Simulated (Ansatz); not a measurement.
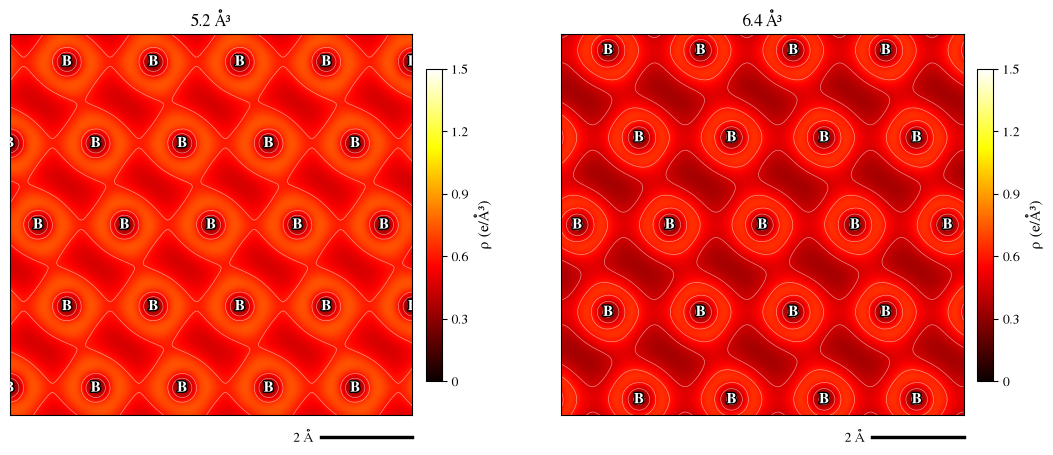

B. The valence pseudo-density of cells scaled evenly to different volumes (given per atom above each panel), on the (010) plane of each (indices in the axes of the cell below), at one length scale and on one colour scale.

A generated structure, not necessarily the stable one; computed without spin polarisation.

Method: DFT, LDA (PW92), plane waves (420 eV) with PAW, scalar-relativistic (Ansatz 0.2.0).

The density is the valence pseudo-density of a PAW calculation; it isn't the true density close to the nuclei.

The largest cell:

```
B
1.0
    -1.17020    1.17020    1.17020
     1.17020   -1.17020    1.17020
     1.17020    1.17020   -1.17020
B
1
Direct
  0.00000 0.00000 0.00000
```

| volume (Å³/atom) | B–B contact in the plane (Å) | ρ at its midpoint (e/Å³) | pressure (GPa) | 
| --- | --- | --- | --- |
| 5.22 | 1.893 | 0.606 | 41.3 | 
| 5.46 | 1.921 | ? | ? | 
| 6.41 | 2.027 | 0.485 | −16.4 | 

Q: What values belong in the row with question marks?

A: Over the known rows ln ρ falls by 1.66 per Å of B–B distance (the line through the two), which gives 0.578 e/Å³ at 1.921 Å; the calculation gives 0.578 e/Å³. For the pressure, a straight line in volume between the neighbouring rows gives 29.7 GPa; the calculation gives 24.8, lower because pressure rises ever faster on compression.
